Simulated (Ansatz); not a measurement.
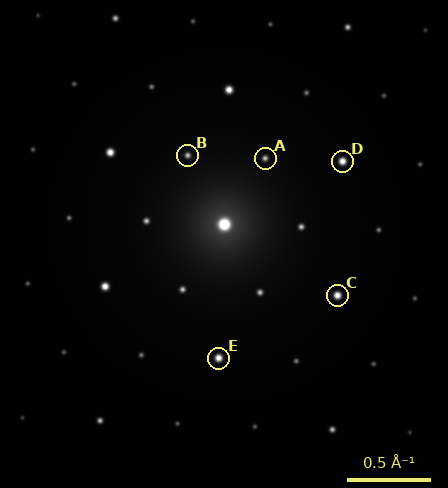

The pattern is a kinematic simulation for 120 kV electrons (no multiple scattering; isotropic B = 0.3 Å²). The zone axis points towards the electron source and the pattern is seen from the source side.

The sample is Co, space group P6_3/mmc (No. 194), a = 2.47 Å, c = 8.07 Å (hexagonal axes). Structure: the geometry relaxed with DFT r2SCAN, scalar-relativistic, plane waves, PAW (Ansatz); the starting structure was generated, so it need not be a known form of this composition.

```cif
data_structure
_symmetry_space_group_name_H-M 'P6_3/mmc'
_symmetry_Int_Tables_number 194
_cell_length_a 2.4725
_cell_length_b 2.4725
_cell_length_c 8.0741
_cell_angle_alpha 90.000
_cell_angle_beta 90.000
_cell_angle_gamma 120.000
_cell_volume 42.74
loop_
_atom_site_label
_atom_site_type_symbol
_atom_site_symmetry_multiplicity
_atom_site_Wyckoff_symbol
_atom_site_fract_x
_atom_site_fract_y
_atom_site_fract_z
_atom_site_occupancy
Co1 Co 2 a 0.00000 0.00000 0.00000 1
Co2 Co 2 c 0.33333 0.66667 0.25000 1
```

Spot A is indexed -1 0 0 and spot B 0 -1 0.

What are the indices of the remaining marked spots?

Answer. C = A − 2B = -1 2 0 (d = 1.236 Å). D = 2A − B = -2 1 0 (d = 1.236 Å). E = −A − B = 1 1 0 (d = 1.236 Å).

Give [uvw].

Answer. The cross product of A and B is parallel to [001]; every spot obeys hu + kv + lw = 0.

What are the spacings of A and B and the angle between them?

Answer. d(A) = 2.141 Å, d(B) = 2.141 Å, and the angle is 60.0°.
